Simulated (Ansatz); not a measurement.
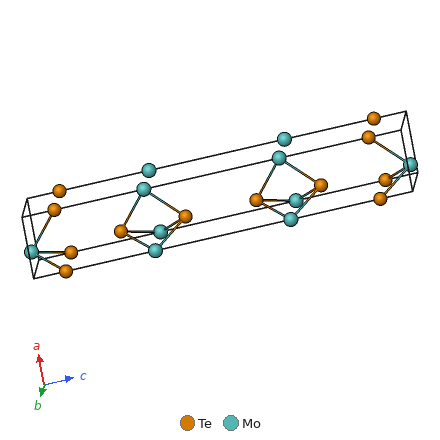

The system is Te₂Mo (P-6m2 phase) with one H guest (10 atoms in the cell); the picture shows it without the atoms that are moved over the map. 
- A guest moved over a lattice plane through the rigid host; the plane is (1 0 1) of the conventional cell, half-way across the widest gap between atomic layers, origin above Mo9.
- Places are given modulo a cell vector. The map is drawn in real space over the plane of the scan.
- Nothing is relaxed (host rigid, guest held in the plane).
- Grid: 12 × 12 points; 61 points were computed and 52 follow by symmetry. At 31 points there is no value (left out of the scan, as a rule where atoms come close).
- All energies are given in eV per cell relative to the lowest grid point.
- Theory: DFT PBE+D3(BJ), scalar-relativistic, plane waves, PAW (Ansatz). Settings: cutoff 420 eV, k-mesh 9×9×1, gaussian smearing 0.05 eV, no spin polarisation.

Range: place of H10 along a1 from 0.000 to 0.917; place of H10 along a2 from 0.000 to 0.917.

Q: Predict the map.

A: The lowest grid point is at (8/12, 8/12) of the cell vectors [nearest 2 Mo at 1.88 Å]. The highest grid point, (1/12, 5/12) of the cell vectors [nearest 1 Te at 1.12 Å], lies 7.82 eV above the lowest.

```tsv
place of H10 along a2 ↓, place of H10 along a1 →	0/12	1/12	2/12	3/12	4/12	5/12	6/12	7/12	8/12	9/12	10/12	11/12
11/12	–	1.23	1.97	–	1.57	–	0.75	1.70	–	3.20	0.76	2.10
10/12	–	1.42	1.76	–	1.37	–	0.70	1.98	1.31	1.93	0.69	1.72
9/12	–	2.00	1.32	–	1.57	–	0.68	2.25	0.14	1.54	0.66	1.56
8/12	2.93	3.41	0.95	–	3.35	–	0.70	2.25	0.00	1.54	0.63	1.59
7/12	0.49	5.76	0.80	7.06	–	5.49	0.75	1.98	0.14	1.54	0.64	1.67
6/12	0.17	7.82	0.81	2.69	–	2.62	0.85	1.70	1.31	1.54	0.63	1.67
5/12	0.49	7.82	0.83	1.56	–	1.64	0.97	1.57	–	1.93	0.66	1.59
4/12	2.93	5.76	0.81	1.56	–	1.49	1.09	1.59	–	3.20	0.69	1.56
3/12	–	3.41	0.80	2.69	–	1.49	1.14	1.62	–	5.34	0.76	1.72
2/12	–	2.00	0.95	7.06	–	1.64	1.09	1.62	–	7.20	0.86	2.10
1/12	–	1.42	1.32	–	–	2.62	0.97	1.59	–	7.20	0.92	2.43
0/12	–	1.23	1.76	–	3.35	5.49	0.85	1.57	–	5.34	0.86	2.43
```

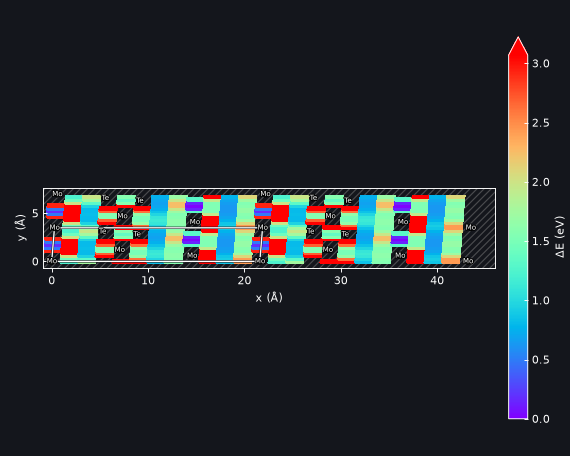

In the figure: one coloured cell a grid point, labelled circles for the fixed atoms within 1 Å of the plane, the outline of one cell of the 2 × 2 shown, one colour for all values above the top of the scale, hatched blanks where no value was computed.

Time for the 61 points that were run: 34 min on 4 threads of Arm Neoverse V1, on a shared host.

PAW datasets: the set soft_1.
